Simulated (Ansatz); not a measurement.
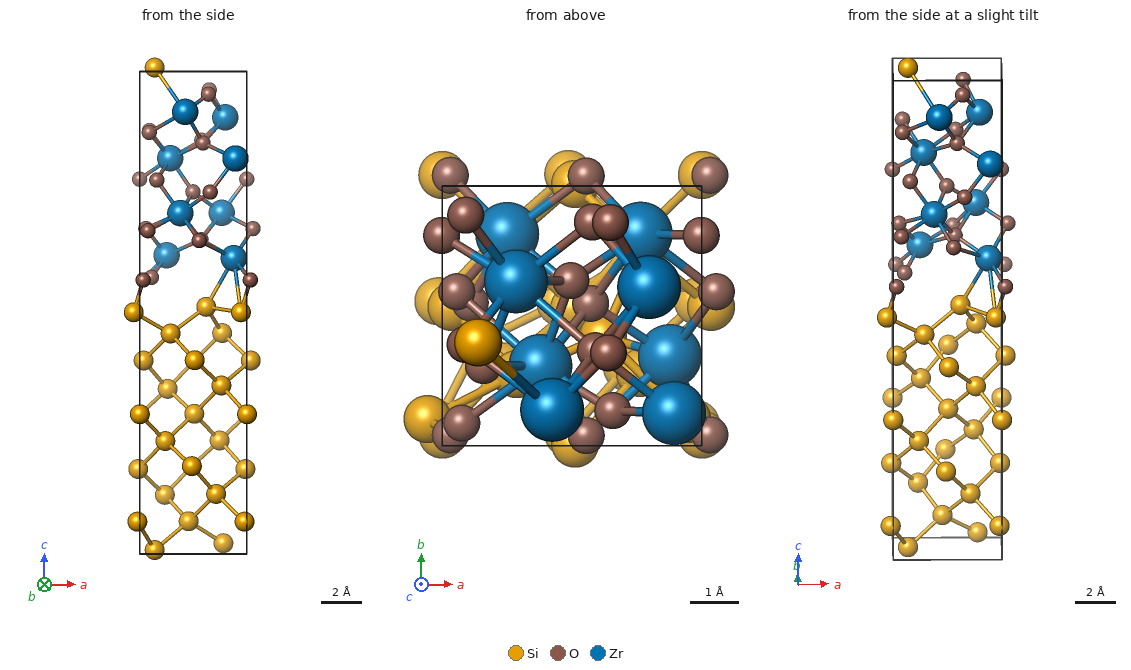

A ball-and-stick picture of a periodic stack of two materials, seen from the side, from above and from the side at a slight tilt; the box is the simulation cell in a reduced setting, and 1×1 cells are drawn in the plane (a layer on the cell's face shows at both ends).

Question: What does the stack consist of?

Answer: Si (1 0 0) (Fd-3m, 20 atoms) and ZrO2 (1 0 0) (P2_1/c, 24 atoms).

Question: Give the in-plane cell and the period of the stack.

Answer: The in-plane vectors are 5.47 and 5.47 Å long, those of Si, to which ZrO2 is strained; the stack repeats after 24.6 Å.

The atoms and the stacking vector were relaxed with Ansatz, DFT PBE, scalar-relativistic, plane waves, PAW, the in-plane cell held. The two parents, named as they started, are listed structures, not always the stable forms, and thin layers can change their stacking on relaxation.
